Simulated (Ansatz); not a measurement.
SiC (space group P6_3mc, No. 186): the input geometry of an electronic-structure calculation (not necessarily at equilibrium).

```cif
data_structure
_symmetry_space_group_name_H-M 'P6_3mc'
_symmetry_Int_Tables_number 186
_cell_length_a 3.0754
_cell_length_b 3.0754
_cell_length_c 5.0481
_cell_angle_alpha 90.000
_cell_angle_beta 90.000
_cell_angle_gamma 120.000
_cell_volume 41.35
loop_
_atom_site_label
_atom_site_type_symbol
_atom_site_symmetry_multiplicity
_atom_site_Wyckoff_symbol
_atom_site_fract_x
_atom_site_fract_y
_atom_site_fract_z
_atom_site_occupancy
Si1 Si 2 b 0.33333 0.66667 0.49959 1
C1 C 2 b 0.33333 0.66667 0.87541 1
```

Bonds are taken as C–Si below 2.1 Å; no other contact counts. Simplification: prune 0- and 1-connected atoms, fold 2-connected ones into links.

What net does this leave?

The result is a uninodal 4-connected, three-periodic net: Si and C are 4-connected nodes. It is the lon net, known from lonsdaleite, wurtzite and tridymite. It is a single net, without interpenetration.

```csv
node,links,point symbol,coordination sequence
Si and C,4,6^6,4 12 25 44
```

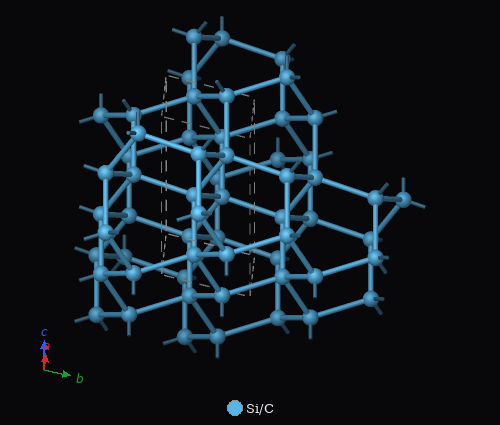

Nodes are coloured by topological kind. Short stubs are edges that leave the cut-out.
